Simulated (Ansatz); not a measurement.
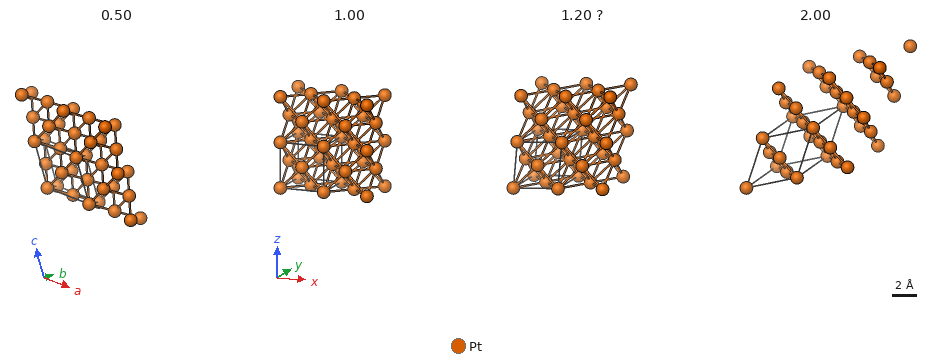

A scan of crystalline Pt (Fm-3m): the ratio of the cell's length along [111] to its lengths across, counted as 1 for the reference, is changed at fixed volume (a trigonal path), with the atoms kept at their fractional coordinates. x, y and z are the Cartesian axes of the input. Style: ball-and-stick. Shown: the conventional cell (4 times the calculation's cell), repeated 2 × 1 × 2 with one cell outlined, slightly off an axis. Lengths and directions refer to the drawn axes.

Method: DFT r2SCAN, scalar-relativistic, plane waves, PAW (Ansatz 0.2.0). Set-up: plane-wave cutoff 500 eV; k-point mesh 24 × 24 × 24; occupations gaussian; smearing width 0.15 eV; no spin polarisation. Energies (free energies at the smearing named) are counted from the cell as listed in its source, which wasn't relaxed.

```json
{"axial ratio over its reference value": "0.50", "energy change (meV/atom)": "783"}
{"axial ratio over its reference value": "0.60", "energy change (meV/atom)": "752"}
{"axial ratio over its reference value": "0.71", "energy change (meV/atom)": "522"}
{"axial ratio over its reference value": "0.85", "energy change (meV/atom)": "133"}
{"axial ratio over its reference value": "1.00", "energy change (meV/atom)": "0"}
{"axial ratio over its reference value": "1.20", "energy change (meV/atom)": "?"}
{"axial ratio over its reference value": "1.41", "energy change (meV/atom)": "868"}
{"axial ratio over its reference value": "2.00", "energy change (meV/atom)": "4957"}
```

### Estimate the missing energy from the other rows, and compare with the calculation.

A straight line between the two neighbours gives 423 meV/atom. A cubic through the four nearest rows (0.85, 1.00, 1.41, 2.00) gives, with Lagrange weights, (−0.3478)(133) + (0.9561)(0) + (0.4134)(868) + (−0.0217)(4957) = 205 meV/atom. The calculation gives 194 meV/atom, so the cubic is 11 meV/atom too high and the straight line 229 meV/atom too high, as the curve bends upwards here.

The whole profile:

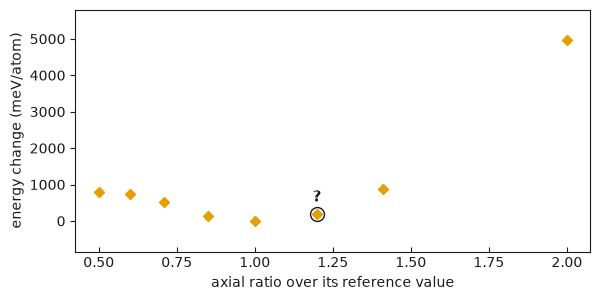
